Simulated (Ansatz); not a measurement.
## Single-point calculation of MoS₂ (part 3 of 3)

The same run, continued: MoS₂ (R3m, 6 atoms in the cell); DFT LDA+U, scalar-relativistic, plane waves, PAW, Ueff = 4 eV on Mo atom 1 d; Ueff = 4 eV on Mo atom 4 d, spin-polarised (Ansatz 0.2.0); cutoff 420 eV, 7×7×4 k-mesh, Gaussian smearing of 0.05 eV, collinear spins. The structure derives from an entry of the Crystallography Open Database. It belongs to a series of runs on one base structure; here: random orbitals: harmonics, high filling.

Geometry of the input (Å; fractional positions):
```
1.5815  0.9131  6.1233
-1.5815  0.9131  6.1233
0.0000  -3.6523  12.2467
Mo 0.0000  0.0000  0.0000
S  0.7484  0.7484  0.3742
S  0.5849  0.5849  0.2924
Mo 0.0000  0.0000  0.5000
S  0.7484  0.7484  0.8742
S  0.5849  0.5849  0.7924
```

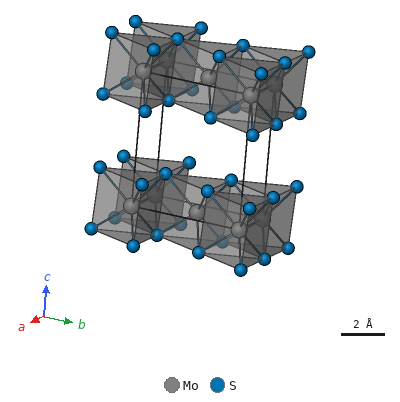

**Figure 1.** The structure (polyhedral view of the reduced cell, seen slightly off an axis; polyhedra are completed across the faces of the cell).

## What the program printed, continued
```
--- Forces (eV/Å), atoms counted from 1 ---
  atom   1  Mo     0.00000000     0.00049568    -0.00117360
  atom   2  S      0.00000000    -0.00013870     0.80807903
  atom   3  S      0.00000000    -0.00035027    -0.80690681
  atom   4  Mo     0.00000000     0.00049568    -0.00117360
  atom   5  S      0.00000000    -0.00013870     0.80807903
  atom   6  S      0.00000000    -0.00035027    -0.80690681
  max |Σ_I F_I| component: 1.34e-5 eV/Å
--- Stress (GPa, compression-positive) ---
       -1.067651       0.000000       0.000000
        0.000000      -1.050215      -0.001430
        0.000000      -0.001430       6.062708
  P = ⅓ Tr σ = 1.3149 GPa (13.149 kbar)
--- Band table (eV; the first three rows and the last of 120) ---
  k-point 0 ↑: bands = ["-50.4999", "-50.4567", "-24.9476", "-24.7170", "-24.6296", "-24.6228", "-24.5271", "-24.5264", "-4.3128", "-2.4469", "-2.3006", "-1.9222", "3.6212", "3.9954", "5.2518", "5.6580", "6.7072", "7.0693", "7.0699", "8.4365", "8.4370", "8.6618", "9.0750", "9.2226", "9.5587", "9.7209", "12.2780", "12.6573", "12.9575", "12.9579", "13.3967", "13.3969", "14.4033", "14.6026"]
  k-point 1 ↑: bands = ["-50.4933", "-50.4627", "-24.8881", "-24.7043", "-24.6425", "-24.6088", "-24.5908", "-24.5406", "-4.0692", "-2.6710", "-2.3798", "-2.0090", "3.8954", "4.2075", "5.5799", "5.9025", "6.6251", "6.8949", "7.3315", "7.7346", "8.0812", "8.7540", "8.7718", "8.9495", "9.4905", "9.9129", "12.3337", "12.3535", "12.6862", "12.9037", "13.1248", "13.3731", "14.2152", "14.4905"]
  k-point 2 ↑: bands = ["-50.4776", "-50.4776", "-24.7416", "-24.7416", "-24.6734", "-24.6734", "-24.5749", "-24.5749", "-3.4277", "-3.4277", "-2.2054", "-2.2054", "4.3701", "4.3702", "5.9575", "5.9575", "6.6359", "6.6359", "7.4136", "7.4136", "8.0103", "8.0103", "9.1083", "9.1083", "9.3780", "9.3780", "12.0753", "12.0753", "12.6387", "12.6387", "13.5238", "13.5238", "14.0701", "14.0701"]
  k-point 59 ↓: bands = ["-50.4735", "-50.4735", "-24.7641", "-24.7641", "-24.6652", "-24.6652", "-24.6015", "-24.6015", "-3.0805", "-3.0805", "-2.3775", "-2.3775", "4.9457", "4.9457", "6.0338", "6.0338", "6.3024", "6.3024", "6.7562", "6.7562", "7.8545", "7.8545", "8.9932", "8.9932", "9.1532", "9.1532", "12.2860", "12.2860", "12.7243", "12.7243", "13.0549", "13.0550", "14.6110", "14.6110"]
Occupation matrices written to [file]
--- Löwdin populations: 6 sites ---
  site symbol       q [e]    m [muB]
     0     Mo     13.7453    -0.0000
     1      S      6.0223    -0.0000
     2      S      6.0258    -0.0000
     3     Mo     13.7453     0.0000
     4      S      6.0223     0.0000
     5      S      6.0258     0.0000
  spilling = 0.007944 (of n_electrons = 52.000000)
--- Occupation matrices: 2 shells (run DFT+U table (all-electron-ortho-atomic); ε = 6.64e-4) ---
  Mo0 d_4D: site group C3v (3m); on the run's cell Cs (m)
  Mo0 d_4D up     Tr n = 2.6238  λ = 0.472 0.473 0.533 0.533 0.613  [2× yz 0.50 E(1.00)/A'(0.50) | 2× xy 0.50 E(1.00)/A'(0.50) | z2 1.00 A1(1.00)/A'(1.00)]
  Mo0 d_4D dn     Tr n = 2.6238  λ = 0.472 0.473 0.533 0.533 0.613  [2× yz 0.50 E(1.00)/A'(0.50) | 2× xy 0.50 E(1.00)/A'(0.50) | z2 1.00 A1(1.00)/A'(1.00)]
  specified occupation → Mo0 d_4D up: matrix, ‖Δ‖_F = 1.1217, Tr Δ = -0.6238, displaced = 1.2466, d_λ = 0.9954; orbital distance = 1.5811
  specified occupation → Mo0 d_4D dn: matrix, ‖Δ‖_F = 1.1346, Tr Δ = -2.5238, displaced = 1.2619, d_λ = 1.1346; orbital distance = 0.0000
  Mo3 d_4D: site group C3v (3m); on the run's cell Cs (m)
  Mo3 d_4D up     Tr n = 2.6238  λ = 0.472 0.473 0.533 0.533 0.613  [2× yz 0.50 E(1.00)/A'(0.50) | 2× xy 0.50 E(1.00)/A'(0.50) | z2 1.00 A1(1.00)/A'(1.00)]
  Mo3 d_4D dn     Tr n = 2.6238  λ = 0.472 0.473 0.533 0.533 0.613  [2× yz 0.50 E(1.00)/A'(0.50) | 2× xy 0.50 E(1.00)/A'(0.50) | z2 1.00 A1(1.00)/A'(1.00)]
  specified occupation → Mo3 d_4D up: matrix, ‖Δ‖_F = 1.1346, Tr Δ = -2.5238, displaced = 1.2619, d_λ = 1.1346; orbital distance = 0.0000
  specified occupation → Mo3 d_4D dn: matrix, ‖Δ‖_F = 1.1217, Tr Δ = -0.6238, displaced = 1.2466, d_λ = 0.9954; orbital distance = 1.5811
  Tr n, λ and their labels are of the run-group-symmetrised matrices; stabiliser: 8 of 8 elements of G0×{1,Θ} (closed), max defect 5.2e-6 at τ = 1.4e-4
```

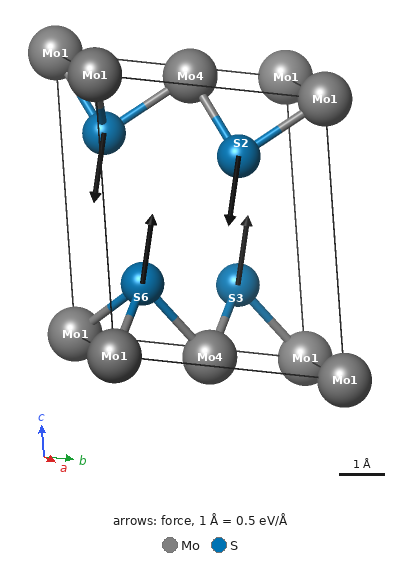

**Figure 2.** Forces on the atoms as black arrows (ball-and-stick view of the reduced cell, seen slightly off an axis; atoms are numbered from 1 in the order of the input); the smallest are left out. The largest act on all 4 S atoms (0.81 eV/Å). The geometry is not a stationary point of this energy.

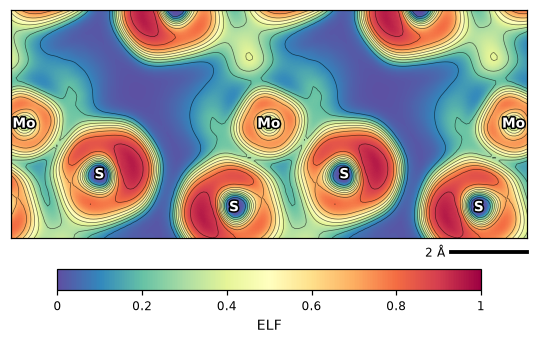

**Figure 3.** Electron localisation function on the (11̄0) plane of the calculation cell. The plane passes through Mo and S nuclei. Mo–S (2.36 Å): the ELF is about 0.45 at the midpoint. The strong features right at Mo lie inside the PAW spheres (semicore, d or f shells) and say nothing about bonding. Core electrons are frozen (PAW), so the fields are smoothed inside the atomic spheres.

## Summary

- outcome: converged
- space group (tolerance 0.01 Å): R3m (160)
- electrons treated: 52
- free energy: −13159.7776 eV
- Fermi energy: 11.063 eV
- gap on the k-point mesh: 0.72 eV
- net moment of the cell: 0.00 μB
- integrated absolute moment: 0.00 μB
- pressure: 1.31 GPa
- largest force (length of the vector): 0.808 eV/Å
- wall time: 25 s (CPU time 96 s)
- peak memory: 0.64 GiB

## Remarks

Warnings of the run: some starting moments were not kept; the typed occupations were not kept.
